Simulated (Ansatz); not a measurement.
## Run report: C, geometry relaxation (part 2 of 2)

Continued. System: C (P6₃mc, 4 atoms in the cell). Method: DFT PBE+D3(BJ), scalar-relativistic, plane waves, PAW, no spin polarisation (Ansatz 0.2.0); cutoff 420 eV, 18×18×6 k-mesh, Gaussian smearing of 0.1 eV. The structure derives from an entry of the Crystallography Open Database.

Geometry of the input (Å; fractional positions):
```
2.4700  0.0000  0.0000
-1.2350  2.1391  0.0000
0.0000  0.0000  6.7900
C  0.0000  0.0000  0.0000
C  0.0000  0.0000  0.5000
C  0.3333  0.6667  0.0050
C  0.6667  0.3333  0.5050
```

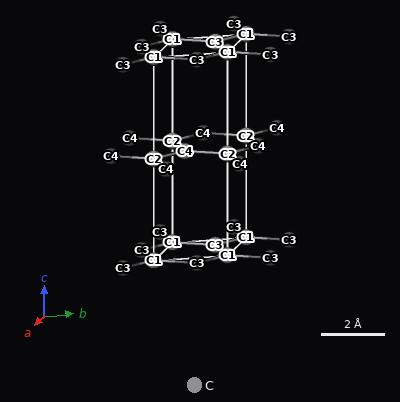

*The geometry at step 4 of the log (ball-and-stick view of the cell of the calculation, seen slightly off an axis; neighbours outside the cell are drawn fainter; atoms are numbered from 1 in the order of the input).*

The program's output, continued:
```
SCF iter   1: F=—  HF=-1004.339407 eV  |F-HF|=—  |Δ(HF+E_count)|=         —  Δρ=3.79e-6  dr2=7.73e-10  ethr=1.31e-7  ⟨swp⟩=3.8  Hψ=15038  notcnv=0
eigensolver tolerance schedule: the retry pair's looser diagonalisation over-reported the residual by 27117.59 of it (diagonalisation noise at an unbounded share of the residual, at the tolerance the schedule requests for it); recorded, not acted on — ethr = c·dr2/N_el stays at c = 1.0e-1
SCF iter   2: F=—  HF=-1004.339425 eV  |F-HF|=—  |Δ(HF+E_count)|=   1.79e-5  Δρ=2.05e-6  dr2=1.84e-10  ethr=4.83e-12  ⟨swp⟩=3.6  Hψ=4179  notcnv=0
iter 3 did not close the SCF: its close was put off for the readings that it lacked (scf_convergence_deferred on its scf_iter line)
SCF iter   3: F=-1004.339425 eV  HF=-1004.339425 eV  |F-HF|=2.77e-11  |Δ(HF+E_count)|=   1.07e-9  Δρ=3.31e-7  dr2=5.16e-12  ethr=1.15e-12  ⟨swp⟩=2.1  Hψ=2874  notcnv=0
iter 4 did not close the SCF: its close was put off for the readings that it lacked (scf_convergence_deferred on its scf_iter line)
SCF iter   4: F=-1004.339425 eV  HF=-1004.339425 eV  |F-HF|=3.87e-12  |Δ(HF+E_count)|=  2.47e-11  Δρ=6.01e-8  dr2=3.02e-13  ethr=1.00e-12  ⟨swp⟩=1.0  Hψ=1776  notcnv=0
iter 5 did not close the SCF: its close was put off for the readings that it lacked (scf_convergence_deferred on its scf_iter line)
SCF iter   5: F=-1004.339425 eV  HF=-1004.339425 eV  |F-HF|=0.00e0  |Δ(HF+E_count)|=  4.09e-12  Δρ=1.21e-8  dr2=1.73e-14  ethr=1.00e-12  ⟨swp⟩=1.0  Hψ=1776  notcnv=0
iter 6 did not close the SCF: its close was put off for the readings that it lacked (scf_convergence_deferred on its scf_iter line)
SCF iter   6: F=-1004.339425 eV  HF=-1004.339425 eV  |F-HF|=1.14e-13  |Δ(HF+E_count)|=  1.14e-13  Δρ=3.20e-9  dr2=1.16e-15  ethr=1.00e-12  ⟨swp⟩=1.0  Hψ=1776  notcnv=0
SCF iter   7: F=-1004.339425 eV  HF=-1004.339425 eV  |F-HF|=2.27e-13  |Δ(HF+E_count)|=  1.14e-13  Δρ=1.05e-9  dr2=2.36e-16  ethr=1.00e-12  ⟨swp⟩=2.8  Hψ=5610  notcnv=0
SCF 7 converged in 7 iterations: F = -1004.339425 eV  dr2 = 2.36e-16
relax step   7: F+E_penalty+E_count = -1004.33942512 eV  Δ(F+E_penalty+E_count) = +7.484e-5 eV  max|allowed force component| = 3.848e-6 eV/Å  Δτ_max = 0.0000 Å  P = -0.005 GPa  Ω = 35.458 Å³  stress off target by 7.91e-3 GPa  SCF on the basis re-selected at this cell (its energy is not comparable with the rows above)  (7 SCF iters)
```

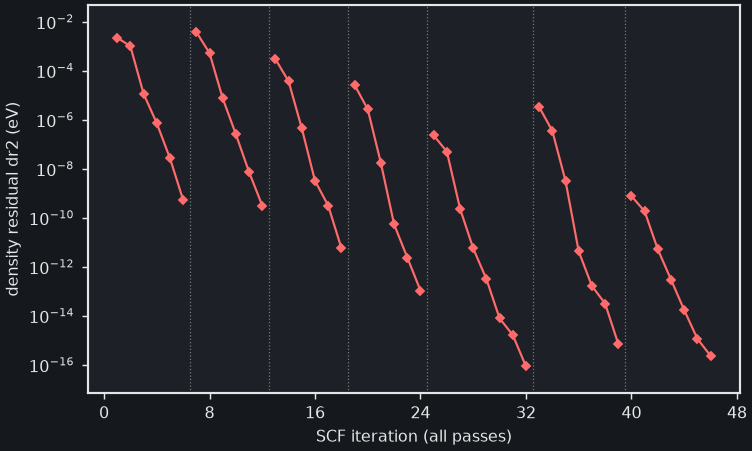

*Convergence of the self-consistent field: density residual dr2 against the SCF iteration. The dotted lines part the SCF passes of the relaxation: geometry steps, rejected trials and re-solves on a re-selected basis.*

The 7 passes take 6 to 8 iterations each, 46 in all.

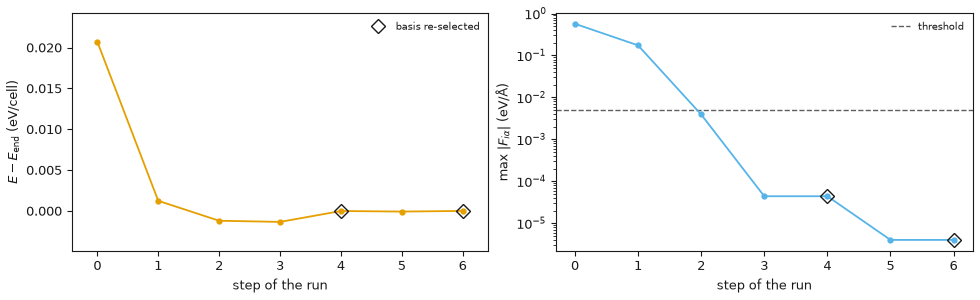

*Progress of the relaxation, step by step (the first geometry is step 0 here and step 1 in the log).*

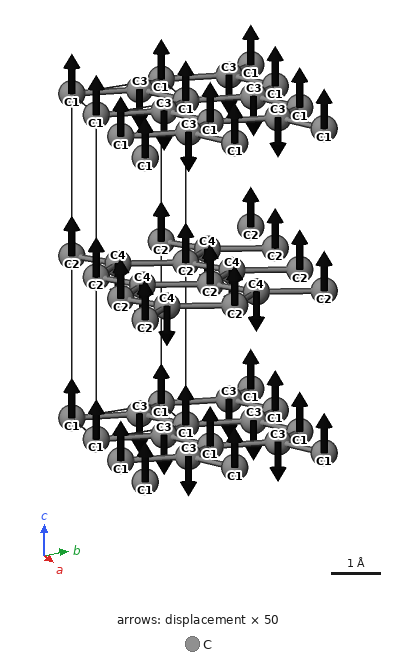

*The starting structure with the displacements (without the part carried along by the change of the cell) as black arrows, magnified 50 times (ball-and-stick view of the cell of the calculation, repeated 3 × 2 × 1, seen slightly off an axis).*

The energy falls by 20.8 meV per cell of the calculation in 4 geometry steps. The largest force component goes from 0.57 to under 0.0001 eV/Å. Pressure: −1.87 GPa at the start and 0.00 GPa at the end. The basis was re-selected once at an unchanged geometry, which shifts the energy a little without any move. The largest moves relative to the cell, 0.017 Å, are those of C1, C2, C3 and C4. The volume changes by −1.2 %, with a = b 2.470 → 2.465 Å (−0.2 %), c 6.790 → 6.738 Å (−0.8 %). The space group (tolerance 0.01 Å) goes from P6_3mc (No. 186) to P6_3/mmc (No. 194). The energy change given includes the shifts at the re-selections in mid-walk, which come without any move. A last SCF at the same geometry on a re-selected plane-wave basis shifts the energy by +0.1 meV per cell of the calculation. (Atoms are counted from 1 in the order of the input.)

```
basis re-selected at this cell: Δ(F+E_penalty+E_count) = +7.484e-5 eV, ΔP = -0.002 GPa vs the last step (what re-selecting the basis moved, of the pressure what is left beyond the Pulay correction that the steps carried, after the strain that the cell walked since its last selection, with what the two solves' SCF thresholds leave and, on support functions, any second-order correction that the steps lacked; it is no measure of the basis error at this ecutwfc). This SCF's stress stands 7.91e-3 GPa from its target on what of the cell is left free (relax.cell.stress_tol is 5.00e-2 GPa) and its largest allowed force component is 3.85e-6 eV/Å (relax.f_tol is 5.00e-3 eV/Å): within both
SCF converged after 7 iterations
Free energy (F): -1004.339425 eV
Harris-Foulkes:  -1004.339425 eV  (|F-HF|=2.27e-13)
Internal energy: -1004.338621 eV  (E = F + TS)
E sigma→0 (E₀):  -1004.339023 eV
Entropy (-TS):   -0.000804 eV (-0.201 meV/atom)
Fermi energy:    6.929956 eV
--- Per-component energies (eV) ---
  E_band       = -35.063509
  E_kinetic    = 363.779188
  E_local      = -615.440371  (includes V_loc(G=0)·N_el)
  E_nonlocal   = 109.223070
  E_hartree    = 186.212247
  E_xc         = -192.076131
  E_vxc        = -237.830074  (∫ρ·V_xc dr)
  E_paw        = -397.380833  (= ΣΔE_a)
  E_vpaw       = -27.219848  (= ΣTr[D̂ρ^β])
  E_aug_tail   = 0.000030  (compensation charges beyond the density's cutoff)
  E_ewald      = -458.033513
  E_disp       = -0.622309  (pairwise vdW)
  E_smearing   = -0.000804  (= −TS)
  E_closure    = 0.000000  (closes the sum)
  Σ components = -1004.339425   (vs F -1004.339425, Δ=0.00e0)
--- Forces (eV/Å), atoms counted from 1 ---
  atom   1  C      0.00000000    -0.00000000    -0.00000373
  atom   2  C      0.00000000     0.00000000    -0.00000373
  atom   3  C      0.00000000     0.00000000     0.00000396
  atom   4  C      0.00000000    -0.00000000     0.00000396
  max |Σ_I F_I| component: 4.65e-7 eV/Å
--- Stress (GPa, compression-positive) ---
       -0.002988       0.000000       0.000000
        0.000000      -0.002988      -0.000000
        0.000000       0.000000      -0.007906
  P = ⅓ Tr σ = -0.0046 GPa (-0.046 kbar)
--- Band table (eV; the first three rows and the last of 148) ---
  k-point 0: bands = ["-12.7140", "-12.4234", "-1.5649", "0.3597", "3.9142", "3.9142", "3.9313", "3.9313", "11.1879", "15.2768", "15.2768", "15.3251"]
  k-point 1: bands = ["-12.6956", "-12.4441", "-1.4558", "0.2018", "3.9154", "3.9154", "3.9302", "3.9302", "11.5223", "15.2801", "15.2801", "15.3221"]
  k-point 2: bands = ["-12.6448", "-12.4997", "-1.1472", "-0.2001", "3.9187", "3.9187", "3.9271", "3.9271", "12.4486", "15.2878", "15.2878", "15.3126"]
  k-point 147: bands = ["-5.6476", "-5.6476", "-5.6412", "-5.6412", "-3.6129", "-3.6129", "6.9271", "6.9271", "6.9460", "6.9460", "17.1097", "17.1097"]
--- Relaxed structure (5 steps of the walk, 5 accepted, 2 SCFs on fresh bases) ---
  F+E_penalty+E_count = -1004.33942512 eV   max|allowed force component| = 3.848e-6 eV/Å   (the final SCF, on the basis selected at the relaxed cell)
  cell:  # Å, volume = 35.4582 Å³
    - [2.4649796695695763, 0.0, 1.4423564412355795e-34]
    - [-1.2324898347847881, 2.1347350136594243, -3.048057808104136e-35]
    - [3.965022248111095e-34, 1.3216740827036984e-34, 6.738433246697391]
  atoms:
    - { symbol: C, position: [5.743787471700554e-34, -3.841508732610261e-33, 0.0025000174709224566] }
    - { symbol: C, position: [1.0890433284800685e-33, 3.8415087326102616e-33, 0.5025000174709224] }
    - { symbol: C, position: [0.3333333333333333, 0.6666666666666667, 0.0024999825290775443] }
    - { symbol: C, position: [0.6666666666666666, 0.3333333333333333, 0.5024999825290775] }
```

Trajectory as extended XYZ (Å, eV, eV/Å), 7 frames, from step=1 to step=7:
```
4
Lattice="2.4700 0.0000 0.0000 -1.2350 2.1391 0.0000 0.0000 0.0000 6.7900" Properties=species:S:1:pos:R:3:forces:R:3 step=1 energy=-1004.31872 pressure_GPa=-1.87
C     0.0000    0.0000    0.0000    0.0000   0.0000   0.5686
C     0.0000    0.0000    3.3950    0.0000   0.0000   0.5686
C     0.0000    1.4261    0.0340    0.0000   0.0000  -0.5686
C     1.2350    0.7130    3.4289    0.0000   0.0000  -0.5686
4
Lattice="2.4679 0.0000 0.0000 -1.2340 2.1373 0.0000 0.0000 0.0000 6.7472" Properties=species:S:1:pos:R:3:forces:R:3 step=2 energy=-1004.33818 pressure_GPa=-1.02
C     0.0000    0.0000    0.0221    0.0000   0.0000  -0.1741
C     0.0000    0.0000    3.3957    0.0000   0.0000  -0.1741
C     0.0000    1.4249    0.0117    0.0000   0.0000   0.1742
C     1.2340    0.7124    3.3853    0.0000   0.0000   0.1742
4
Lattice="2.4663 0.0000 0.0000 -1.2332 2.1359 0.0000 0.0000 0.0000 6.7385" Properties=species:S:1:pos:R:3:forces:R:3 step=3 energy=-1004.34062 pressure_GPa=-0.42
C     0.0000    0.0000    0.0170    0.0000   0.0000  -0.0039
C     0.0000    0.0000    3.3862    0.0000   0.0000  -0.0039
C     0.0000    1.4239    0.0167    0.0000   0.0000   0.0039
C     1.2332    0.7120    3.3860    0.0000   0.0000   0.0039
4
Lattice="2.4651 0.0000 0.0000 -1.2326 2.1349 0.0000 0.0000 0.0000 6.7410" Properties=species:S:1:pos:R:3:forces:R:3 step=4 energy=-1004.34077 pressure_GPa=-0.00
C     0.0000    0.0000    0.0169    0.0000   0.0000   0.0000
C     0.0000    0.0000    3.3874    0.0000   0.0000   0.0000
C     0.0000    1.4232    0.0169    0.0000   0.0000   0.0000
C     1.2326    0.7116    3.3874    0.0000   0.0000   0.0000
4
Lattice="2.4651 0.0000 0.0000 -1.2326 2.1349 0.0000 0.0000 0.0000 6.7410" Properties=species:S:1:pos:R:3:forces:R:3 step=5 energy=-1004.33943 pressure_GPa=-0.06
C     0.0000    0.0000    0.0169    0.0000   0.0000   0.0000
C     0.0000    0.0000    3.3874    0.0000   0.0000   0.0000
C     0.0000    1.4232    0.0169    0.0000   0.0000   0.0000
C     1.2326    0.7116    3.3874    0.0000   0.0000   0.0000
4
Lattice="2.4650 0.0000 0.0000 -1.2325 2.1347 0.0000 0.0000 0.0000 6.7384" Properties=species:S:1:pos:R:3:forces:R:3 step=6 energy=-1004.33950 pressure_GPa=-0.00
C     0.0000    0.0000    0.0168    0.0000   0.0000   0.0000
C     0.0000    0.0000    3.3861    0.0000   0.0000   0.0000
C     0.0000    1.4232    0.0168    0.0000   0.0000   0.0000
C     1.2325    0.7116    3.3861    0.0000   0.0000   0.0000
4
Lattice="2.4650 0.0000 0.0000 -1.2325 2.1347 0.0000 0.0000 0.0000 6.7384" Properties=species:S:1:pos:R:3:forces:R:3 step=7 energy=-1004.33943 pressure_GPa=-0.00
C     0.0000    0.0000    0.0168    0.0000   0.0000   0.0000
C     0.0000    0.0000    3.3861    0.0000   0.0000   0.0000
C     0.0000    1.4232    0.0168    0.0000   0.0000   0.0000
C     1.2325    0.7116    3.3861    0.0000   0.0000   0.0000
```

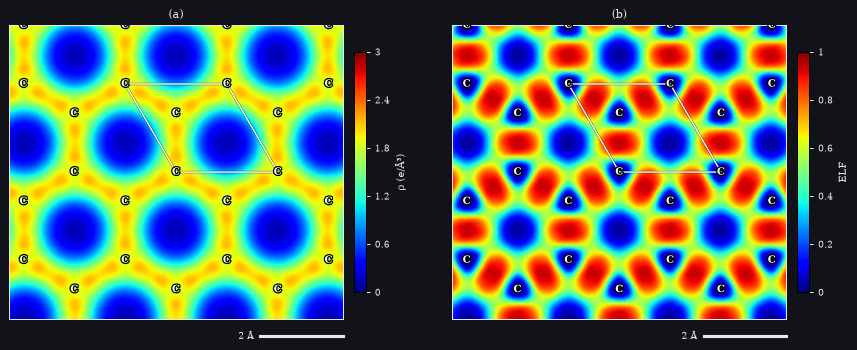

*(a) valence pseudo-density; (b) electron localisation function on the (001) plane of the conventional cell.*

Atoms in the plane: C. C–C (1.42 Å): ρ at the midpoint is about 2 e/Å³; the ELF peaks at about 0.95 between the atoms, which marks a covalent bond. Away from the nuclei the density in this plane falls to 0.15 e/Å³ at its lowest. In a PAW calculation such maps are meaningful between the atoms, not at the nuclei.

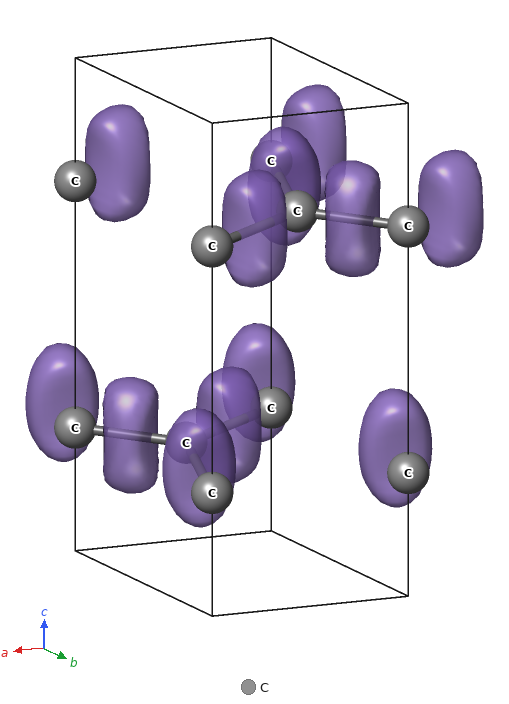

*Isosurface of the ELF at 0.75 (purple), seen at an oblique angle. Core shells and regions of very low density are left out. Sticks mark near contacts. The outline is the cell set on symmetry axes.*

The ELF exceeds this value in six regions between bonded C–C atoms (shared pairs), counted in one cell of 4 atoms.  Values along the shortest contacts: C–C (1.42 Å): the ELF peaks at about 0.95 between the atoms, which marks localised, shared-pair bonding.

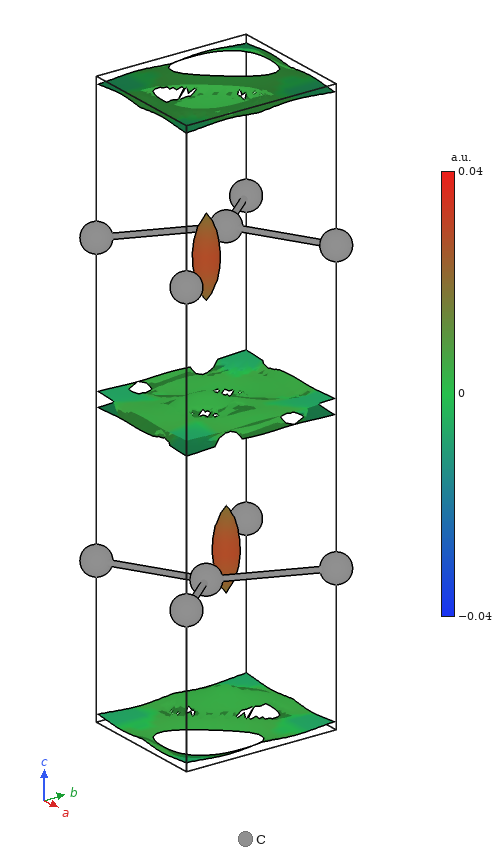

*Non-covalent interaction (NCI) plot: the surface where the reduced density gradient is 0.4, for densities under 0.05 a.u., coloured by sign(λ₂)ρ; seen slightly off an axis. The outline is the cell set on symmetry axes.*

Sheets between layers or molecules: weak, van der Waals-like contact (green) (×2) Between C on one side and C on the other: a weak, van der Waals-like contact (green) (×4)

Results in brief:

```json
{"quantity": "outcome", "value": "converged"}
{"quantity": "space group (tolerance 0.01 Å)", "value": "P6₃mc (186) → P6₃/mmc (194)"}
{"quantity": "electrons treated", "value": "16"}
{"quantity": "free energy", "value": "−1004.3394 eV"}
{"quantity": "Fermi energy", "value": "6.930 eV"}
{"quantity": "gap on the k-point mesh", "value": "none (metallic)"}
{"quantity": "pressure", "value": "0.00 GPa"}
{"quantity": "final volume", "value": "35.46 Å³"}
{"quantity": "largest force (length of the vector) at the end", "value": "under 0.001 eV/Å"}
{"quantity": "final cell", "value": "a = 2.465 Å, b = 2.465 Å, c = 6.738 Å, α = 90.00°, β = 90.00°, γ = 120.00°"}
{"quantity": "wall time", "value": "17 s (CPU time 33 s)"}
{"quantity": "peak memory", "value": "0.43 GiB"}
```
